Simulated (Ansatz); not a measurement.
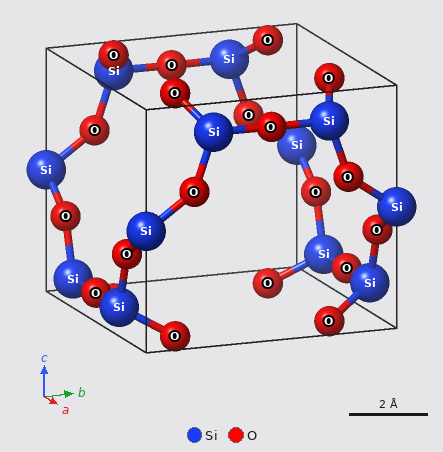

Starting structure of a crystal of SiO$_{2}$ (built on the database structure type). A ball-and-stick model of the cell of the calculation, seen slightly off an axis.

Level of theory: DFT, r2SCAN, plane waves, PAW in Ansatz 0.2.0.

The input:
```yaml
crystal:
  lattice:
    - [6.960757505, 0.0, 0.0]
    - [0.0, 6.960757505, 0.0]
    - [0.0, 0.0, 6.4714750762]
  atoms:
    - { symbol: Si, position: [0.2692076106, 0.0, 0.11935984] }
    - { symbol: Si, position: [0.0, 0.7307923894, 0.88064016] }
    - { symbol: Si, position: [0.0, 0.2692076106, 0.88064016] }
    - { symbol: Si, position: [0.7307923894, 0.0, 0.11935984] }
    - { symbol: Si, position: [0.0, 0.0, 0.5] }
    - { symbol: O, position: [0.1926319449, 0.0, 0.357169057] }
    - { symbol: O, position: [0.0, 0.8073680551, 0.642830943] }
    - { symbol: O, position: [0.0, 0.1926319449, 0.642830943] }
    - { symbol: O, position: [0.8073680551, 0.0, 0.357169057] }
    - { symbol: O, position: [0.1921435644, 0.1921435644, 0.0] }
    - { symbol: O, position: [0.1921435644, 0.8078564356, 0.0] }
    - { symbol: O, position: [0.8078564356, 0.1921435644, 0.0] }
    - { symbol: O, position: [0.8078564356, 0.8078564356, 0.0] }
    - { symbol: O, position: [0.5, 0.0, 0.1208070086] }
    - { symbol: O, position: [0.0, 0.5, 0.8791929914] }
kpoints:
  mp_grid: { grid: [4, 4, 4] }
hamiltonian:
  xc: r2scan
scf:
  occupations: { method: fermi_dirac, width: 0.02 }
relax:
  f_tol: 0.005
  cell: {}
```

What does the optimiser find from here?

Answer. Over 4 accepted moves (6 points after the start) the energy falls by 79.2 meV per cell of the calculation. Largest force component: 0.29 eV/Å at the start, 0.0019 eV/Å at the end. Pressure: −3.01 GPa at the start and 0.01 GPa at the end. The line search rejected the trial step at point 3 of the run. At 1 point the geometry stayed and the basis and grid were re-selected for the new cell (energy shift of 1.9 meV per cell of the calculation at most each time). The largest moves relative to the cell, 0.009 Å, are those of O10, O11, O12 and O13. O10 goes along [−1 −1 0]. By element the largest moves are O 0.009 Å, Si 0.001 Å. The volume changes by −2.2 %, with a = b 6.961 → 6.911 Å (−0.7 %), c 6.471 → 6.420 Å (−0.8 %). Near-neighbour distances that change, for instance: Si1–O10 1.635 → 1.620 Å, Si1–O6 1.629 → 1.614 Å, Si1–O14 1.607 → 1.594 Å. The space group stays P-4m2 (No. 115).
